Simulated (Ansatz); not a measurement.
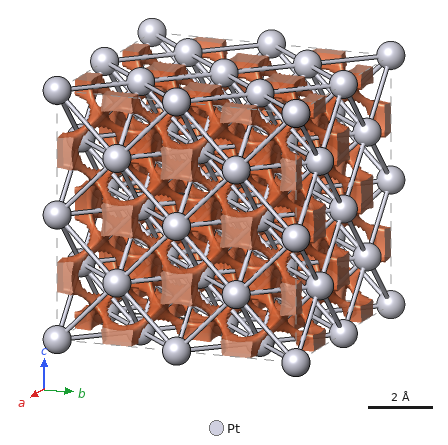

The orange surface encloses the points that the centre of a probe sphere of radius 0.15 Å can occupy in Pt (Fm-3m, No. 225), computed on a grid of about 0.11 Å (2×2×2 cells shown, view slightly off an axis; pale faces close the region where the box cuts it).

The atoms' radii are metallic radii: Pt 1.39 Å.

The cell is taken from the geometry relaxed with DFT, BLYP, plane waves (420 eV) with PAW, scalar-relativistic (Ansatz 0.2.0).

```
CELL_PARAMETERS angstrom
4.05335 0.00000 0.00000
0.00000 4.05335 0.00000
0.00000 0.00000 4.05335
ATOMIC_POSITIONS crystal
Pt 0.00000 0.00000 0.00000
Pt 0.00000 0.50000 0.50000
Pt 0.50000 0.00000 0.50000
Pt 0.50000 0.50000 0.00000
```

Q: Describe the connectivity of the accessible space.

A: Where they connect, they form a three-dimensional network.

Q: What share of the cell can the probe's centre reach?

A: About 12 % of the volume (7.9 Å³ of 66.6 Å³).

Q: Give the largest included and the largest free sphere.

A: The largest sphere that fits anywhere has a diameter of 1.27 Å; the largest that can travel through the crystal, about 0.5 Å.

Q: How does the connectivity change as the probe shrinks?

A: Below a radius of about 0.26 Å the space forms a three-dimensional network. These are grid estimates, good to about 0.05 Å.
